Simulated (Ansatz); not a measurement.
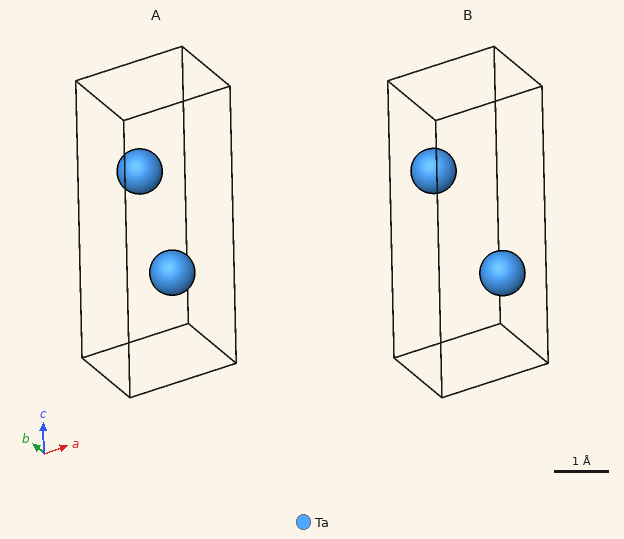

Two geometries of crystalline Ta (set up in P-1), drawn at one scale. One is the start of a relaxation, the other its converged end. The picture is a ball-and-stick view of the cell of the calculation, reduced to other axes, seen slightly off an axis. Lengths and directions refer to the drawn axes.

The calculation used Ansatz 0.2.0, DFT PBEsol, scalar-relativistic, plane waves, PAW. Set-up: plane-wave cutoff 420 eV; k-point mesh 12 × 12 × 8; occupations gaussian; smearing width 0.15 eV; no spin polarisation; atoms relaxed in a fixed cell; force threshold 0.01 eV/Å; at most 80 steps.

Question: Which one is relaxed?

Answer: Structure A is the relaxed one. Case: all atoms moved at random, sigma 0.4 Å for each component, cell strained at random, sigma 0.06; relaxed back. The largest moves, 0.34 Å, are those of Ta atoms. The cell doesn't change. Near-neighbour distances that change, for instance: Ta–Ta 3.407 → 3.008 Å, Ta–Ta 3.684 → 3.379 Å, Ta–Ta 3.348 → 3.045 Å, Ta–Ta 2.734 → 3.011 Å. The space group stays P-1 (No. 2). The energy falls by 185 meV per atom in 3 accepted moves (4 points after the start). Largest force component: 0.83 eV/Å at the start, 0.0076 eV/Å at the end. The line search rejected the trial step at point 3 of the run.
